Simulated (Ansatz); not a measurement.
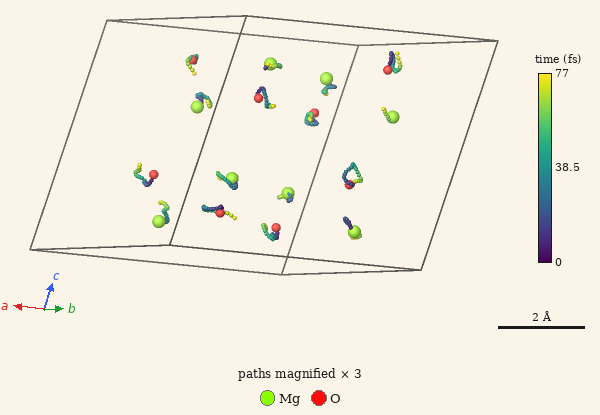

First-principles dynamics of a 16-atom cell of MgO (set up in P6_3mc), 77 fs long. Dots mark each atom's position at evenly spaced times, coloured by time; spheres stand at the starting positions. The excursions are magnified 3 times. Seen from a free direction in the simulation cell.

Computed with DFT PBEsol, scalar-relativistic, plane waves, PAW (Ansatz 0.2.0). Set-up: plane-wave cutoff 420 eV; k-point mesh 2 × 2 × 2; Fermi-Dirac smearing 0.0388 eV; volume 1.01 times that of the relaxed crystal; Langevin thermostat (NVT); set temperature 450 K; time step 1 fs; friction 0.05 per fs.

Input file:
```yaml
crystal:
  lattice:
    - [-1.6593881964, 2.8741446656, 4.9994362158]
    - [-1.6593881964, 2.8741446656, -4.9994362158]
    - [-3.3187763927, -5.7482893312, 0.0]
  atoms:
    - { symbol: Mg, position: [0.1677465367, 0.1655867967, 0.3333333333] }
    - { symbol: Mg, position: [0.6677465367, 0.6655867967, 0.3333333333] }
    - { symbol: Mg, position: [0.1677465367, 0.1655867967, 0.8333333333] }
    - { symbol: Mg, position: [0.6677465367, 0.6655867967, 0.8333333333] }
    - { symbol: Mg, position: [0.0844132033, 0.5822534633, 0.1666666667] }
    - { symbol: Mg, position: [0.5844132033, 0.0822534633, 0.1666666667] }
    - { symbol: Mg, position: [0.0844132033, 0.5822534633, 0.6666666667] }
    - { symbol: Mg, position: [0.5844132033, 0.0822534633, 0.6666666667] }
    - { symbol: O, position: [0.3678867967, 0.9654465367, 0.3333333333] }
    - { symbol: O, position: [0.8678867967, 0.4654465367, 0.3333333333] }
    - { symbol: O, position: [0.3678867967, 0.9654465367, 0.8333333333] }
    - { symbol: O, position: [0.8678867967, 0.4654465367, 0.8333333333] }
    - { symbol: O, position: [0.2845534633, 0.3821132033, 0.1666666667] }
    - { symbol: O, position: [0.7845534633, 0.8821132033, 0.1666666667] }
    - { symbol: O, position: [0.2845534633, 0.3821132033, 0.6666666667] }
    - { symbol: O, position: [0.7845534633, 0.8821132033, 0.6666666667] }
basis:
  ecutwfc: 420
kpoints:
  mp_grid: { grid: [2, 2, 2], shift: [0.5, 0.5, 0.5] }
hamiltonian:
  xc: pbesol
scf:
  occupations: { method: fermi_dirac, width: 0.0388 }
  lower_state_search: "off"
  convergence: { dr2_threshold: 1.0e-07 }
output:
  forces: true
  stress: true
md:
  timestep: 1.0
  n_steps: 77
  ensemble: nvt_langevin
  temperature: 450.0
  initial_velocities: maxwell_boltzmann
  seed: 3975
  friction: 0.05
```

Command:
```bash
ansatz run input.yaml --threads 4 --pin off --max-ram 5120MiB --backend cpu --events-out ev --progress --plain --runs-dir out
```

> What do the traces tell about the motion?

Root-mean-square distances from the starting positions over the second half, with the common drift of all atoms taken out: O 0.11 Å, Mg 0.10 Å. The run lasts only 77 fs, too short to tell vibration from diffusion.
